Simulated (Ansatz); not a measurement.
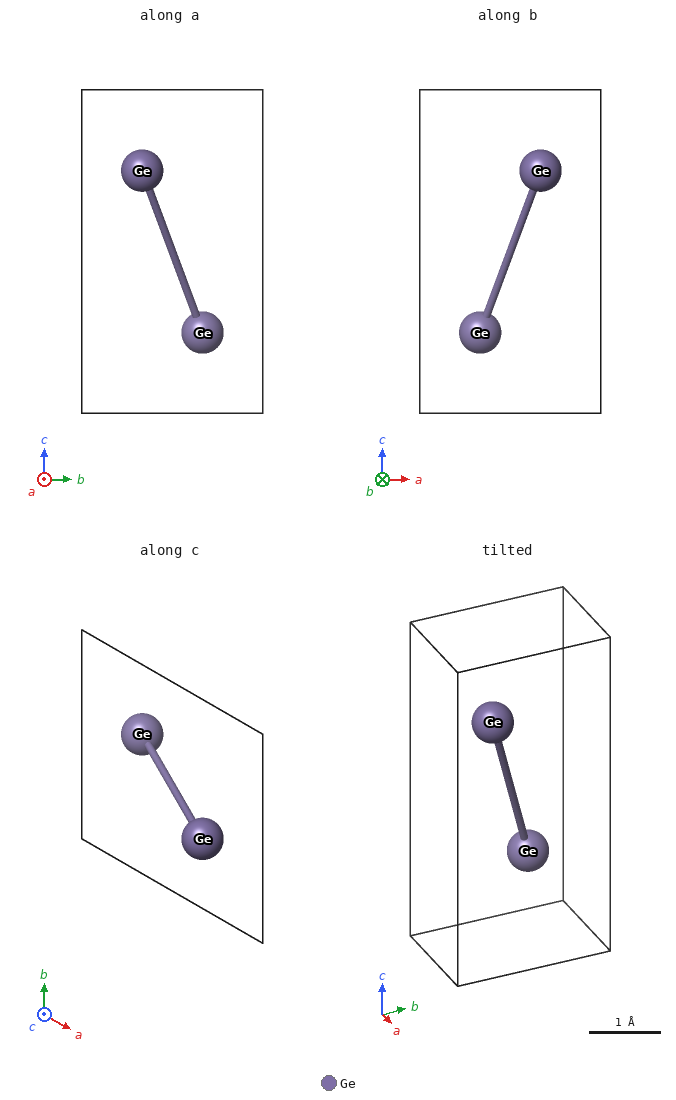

Ball-and-stick model, viewed along the a axis, along the b axis, along the c axis and slightly off an axis. The conventional unit cell is outlined; an atom on or near a face, edge or corner is repeated at each equivalent position.

Lattice parameters: a = 2.952 Å, b = 2.952 Å, c = 4.572 Å, α = 90.00°, β = 90.00°, γ = 120.00°. Put a along x and b in the xy plane.

### Transcribe the picture into a POSCAR file.

```
Ge
1.0
     2.952    0.000    0.000
    -1.476    2.556    0.000
     0.000    0.000    4.572
Ge
2
Direct
  0.3333 0.6667 0.2500
  0.6667 0.3333 0.7500
```

The cell started as a structure type filled with this element by a generator (whether the element takes this form wasn't checked). Earlier steps of the study may have refined or changed the cell and positions. An electronic-structure calculation with Ansatz was run on it.

At this level of theory the cell isn't at rest (compressed, at 7 GPa), so its distances can differ from those at equilibrium, the more so the softer the solid.
